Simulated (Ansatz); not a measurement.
**Run report: AlRu, single-point calculation**

- system: AlRu (Cmmm, 2 atoms in the cell)
- method: DFT PBE, scalar-relativistic, plane waves, PAW, no spin polarisation (Ansatz 0.2.0)

The structure derives from an entry of the Crystallography Open Database. It belongs to a series of runs on one base structure; here: strain +0.0525 x Voigt [0, 0, 0, 0, 1, 0], atoms carried along.

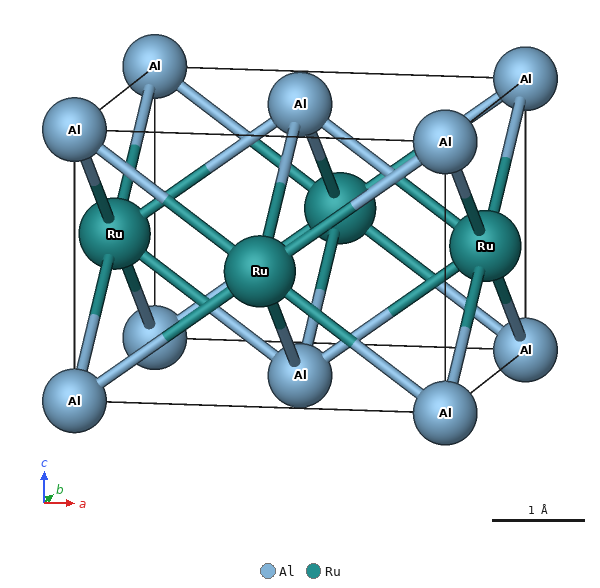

*The input geometry (ball-and-stick view of the cell 2 times as large as that of the calculation, set on its symmetry axes, seen slightly off an axis). An atom can appear more than once, as a periodic image.*

Near neighbours in the periodic cell (some may lie outside the picture): Al has 8 Ru at 2.55 to 2.64 Å; Ru has 8 Al at 2.55 to 2.64 Å.

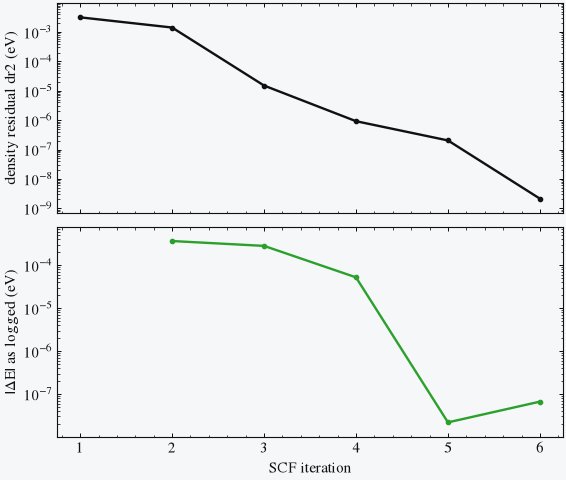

*Convergence of the self-consistent field: density residual dr2 and size of the energy change against the SCF iteration.*

The residual falls at every step.

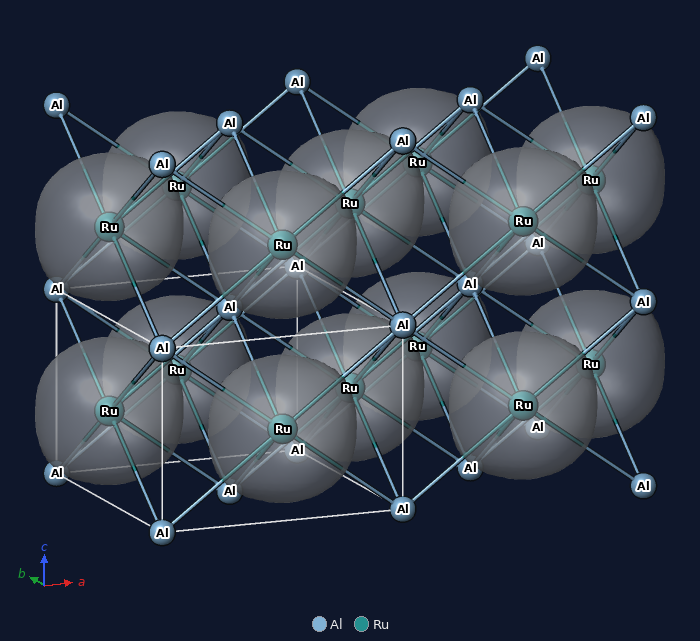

*Isosurface of the valence pseudo-density at 0.4 e/Å³ (grey), seen slightly off an axis. Sticks mark near contacts. The outline is the cell set on symmetry axes.*

At this value the density breaks into separate islands; it holds about 75 % of the electrons treated as valence (semicore included). It is pinched off along the Al–Ru (2.55 Å) and Al–Ru (2.64 Å) contacts. On the grid the lowest density along these lines, outside the cores, is 0.27 e/Å³ (Al–Ru, 2.55 Å) and 0.25 e/Å³ (Al–Ru, 2.64 Å). In a PAW calculation such maps are meaningful between the atoms, not at the nuclei.

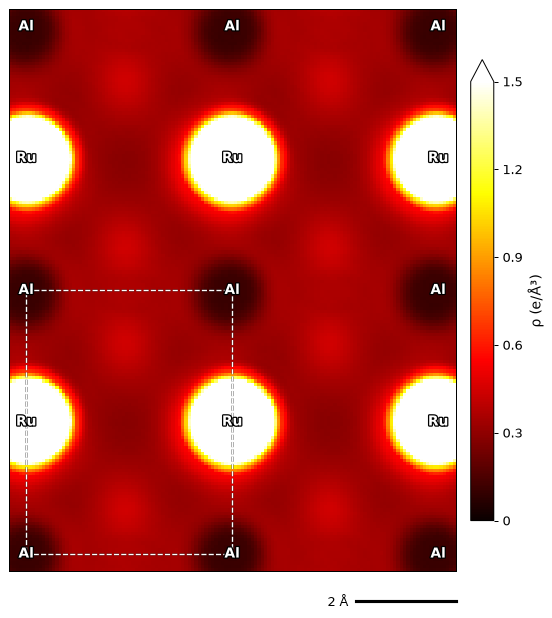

*Valence charge density (pseudo) on the (011) plane of the conventional cell.*

Atoms in the plane: Al and Ru. Al–Ru (2.64 Å): ρ is about 0.33 e/Å³ halfway. Away from the nuclei the density in this plane falls to 0.21 e/Å³ at its lowest.

These pictures come from the run below.

## Input file
```yaml
crystal:
  lattice:
    - [2.9916, 0.0, 0.0785295]
    - [0.0, 2.9916, 0.0]
    - [0.0785295, 0.0, 2.9916]
  atoms:
    - { symbol: Al, position: [0.0, 0.0, 0.0] }
    - { symbol: Ru, position: [0.5, 0.5, 0.5] }
basis:
  ecutwfc: 420
kpoints:
  mp_grid: { grid: [16, 16, 16] }
hamiltonian:
  xc: pbe
scf:
  occupations: { method: gaussian, width: 0.15 }
output:
  forces: true
  stress: true
  eigenvalues: true
  write_density: true
  write_potential: true
  elf: true
  volumetric_format: npy
```

Command:
```bash
ansatz run input.yaml --threads 1 --pin off --max-ram 2560MiB --backend cpu --events-out ev --progress --plain --runs-dir out
```

## The program's output
```
Engine: ansatz 0.2.0, x86_64-unknown-linux-gnu
Pseudopotentials: kind: paw
Pseudopotential: Al, paw, valence charge 3, recommended cutoff 420 eV (normal), Al.paw.azcp
Pseudopotential: Ru, paw, valence charge 16, recommended cutoff 420 eV (normal), Ru.paw.azcp
Functional definition: PBE
  parameter kappa = 0.804
  parameter beta = 0.06672455060314922
  exchange = pbe_x(kappa = kappa, mu = beta*pi^2/3)
  correlation = pbe_c(beta = beta)
Crystal: 2 atoms, lattice volume = 26.755 Å³
Basis set: ecut = 420 eV, 497 PW (Γ), exchange–correlation on 48×40×48 points (8 copies of the dense FFT grid, shifted against one another)
Bands: 14, of which v1, the nominal top of the filled ones, is band 10 counted from 1 (9 counted from 0)
Symmetry: 8 space group operations
Space group: Cmmm (ITA 65), of the structure as read, at distance tolerance 3.0e-5 Å
k-points: 657 of 4096
Non-local potential: Al, projectors of the file, l = 0: 2, l = 1: 2, l = 2: 1
Non-local potential: Ru, projectors of the file, l = 0: 3, l = 1: 2, l = 2: 2, l = 3: 1
PAW form: soft (Blöchl's): semilocal exchange-correlation on the pseudo side does not see the compensation charge
PAW one-centre angular grid: Al, 110 points (default); XC on 64 Gauss nodes
PAW one-centre angular grid: Ru, 590 points (default); XC on 64 Gauss nodes
Initial density: superposition of atomic densities (neutral atoms: chi_scale 0, normalization atom), corrected by the library's trained network
Initial wavefunctions: pseudopotential atomic-orbital guess
Functional: x = pbe(κ = 0.804, μ = 0.2195149727645171), c = pbe(β = 0.06672455060314922)
SCF iter   1: F=—  HF=-6417.443620 eV  |F-HF|=—  |Δ(HF+E_count)|=         —  Δρ=3.19e-3  dr2=3.18e-3  ethr=1.77e-3  ⟨swp⟩=5.0  Hψ=45422  notcnv=0
preconditioner: auto → none  [metal: Δε(μ)=0.002 eV  Ē_g=8.873 eV  σ=0.150 eV  W_gap=0.01  n_scr=6 (ndim 8)  ℏωp=23.8 eV  f_vac=0.000  D(μ)=1.67/eV (n_scr^D=18)  sad-step TF]
SCF iter   2: F=—  HF=-6417.443254 eV  |F-HF|=—  |Δ(HF+E_count)|=   3.66e-4  Δρ=2.00e-3  dr2=1.43e-3  ethr=1.67e-5  ⟨swp⟩=2.4  Hψ=16421  notcnv=0
SCF iter   3: F=—  HF=-6417.442972 eV  |F-HF|=—  |Δ(HF+E_count)|=   2.82e-4  Δρ=2.94e-4  dr2=1.51e-5  ethr=7.53e-6  ⟨swp⟩=2.1  Hψ=11840  notcnv=0
SCF iter   4: F=—  HF=-6417.442920 eV  |F-HF|=—  |Δ(HF+E_count)|=   5.22e-5  Δρ=9.70e-5  dr2=9.23e-7  ethr=7.94e-8  ⟨swp⟩=2.1  Hψ=12395  notcnv=0
SCF iter   5: F=—  HF=-6417.442920 eV  |F-HF|=—  |Δ(HF+E_count)|=   2.19e-8  Δρ=3.18e-5  dr2=2.04e-7  ethr=4.86e-9  ⟨swp⟩=2.5  Hψ=15827  notcnv=0
SCF iter   6: F=-6417.442920 eV  HF=-6417.442920 eV  |F-HF|=1.39e-9  |Δ(HF+E_count)|=   6.66e-8  Δρ=5.29e-6  dr2=2.12e-9  ethr=5.26e-10  ⟨swp⟩=7.5  Hψ=47979  notcnv=0
SCF 1 converged in 6 iterations: F = -6417.442920 eV  dr2 = 2.12e-9
  greatest PAW one-centre occupation: 0.998 electrons in one spin orbital (limit 2), on the Ru atom at site 1 (counted from 0), in its partial waves of l = 0
SCF converged after 6 iterations
Free energy (F): -6417.442920 eV
Harris-Foulkes:  -6417.442920 eV  (|F-HF|=1.39e-9)
Internal energy: -6417.424077 eV  (E = F + TS)
E sigma→0 (E₀):  -6417.433498 eV
Entropy (-TS):   -0.018843 eV (-9.421 meV/atom)
Fermi energy:    16.141397 eV
--- Per-component energies (eV) ---
  E_band       = -119.557915
  E_kinetic    = 543.467887
  E_local      = -1797.636153  (includes V_loc(G=0)·N_el)
  E_nonlocal   = 354.712170
  E_hartree    = 638.822070
  E_xc         = -232.293076
  E_vxc        = -270.813418  (∫ρ·V_xc dr)
  E_paw        = -3929.267394  (= ΣΔE_a)
  E_vpaw       = -226.933398  (= ΣTr[D̂ρ^β])
  E_aug_tail   = -0.000181  (compensation charges beyond the density's cutoff)
  E_ewald      = -1995.229401
  E_smearing   = -0.018843  (= −TS)
  E_closure    = -0.000000  (closes the sum)
  Σ components = -6417.442920   (vs F -6417.442920, Δ=0.00e0)
--- Forces (eV/Å), atoms counted from 1 ---
  atom   1  Al    -0.00000000     0.00000000     0.00000000
  atom   2  Ru     0.00000000     0.00000000    -0.00000000
  max |Σ_I F_I| component: 1.25e-29 eV/Å
--- Stress (GPa, compression-positive) ---
        3.175937      -0.000000      -6.808608
       -0.000000       3.225746      -0.000000
       -6.808608      -0.000000       3.175937
  P = ⅓ Tr σ = 3.1925 GPa (31.925 kbar)
--- Band table (eV; the first three rows and the last of 657) ---
  k-point 0: bands = ["-55.6632", "-25.6231", "-25.6198", "-25.6058", "6.4671", "12.5512", "12.5776", "16.1770", "16.2731", "16.4230", "22.1937", "22.2115", "22.2794", "27.0876"]
  k-point 1: bands = ["-55.6626", "-25.6277", "-25.6191", "-25.6086", "6.5422", "12.5779", "12.6035", "16.1240", "16.1805", "16.3899", "21.8512", "22.3637", "22.3938", "26.9244"]
  k-point 2: bands = ["-55.6609", "-25.6472", "-25.6172", "-25.6101", "6.7651", "12.6501", "12.6699", "15.9188", "15.9364", "16.3699", "20.9988", "22.7864", "22.8077", "26.4597"]
  k-point 656: bands = ["-55.6172", "-25.7805", "-25.7766", "-25.7714", "11.4185", "11.4976", "11.5800", "17.7446", "17.7507", "18.6066", "19.8522", "20.3835", "20.7080", "24.3490"]
```

## Results in brief

| quantity | value |
| --- | --- |
| outcome | converged |
| space group (tolerance 0.01 Å) | Cmmm (65) |
| electrons treated | 19 |
| free energy | −6417.4429 eV |
| Fermi energy | 16.141 eV |
| gap on the k-point mesh | none (metallic) |
| pressure | 3.19 GPa |
| largest force (length of the vector) | under 0.001 eV/Å |
| hardware | 1 thread of Intel Xeon (Sapphire Rapids), 32 GiB of memory available, shared host |
| wall time | 10 s |
| peak memory | 0.53 GiB |
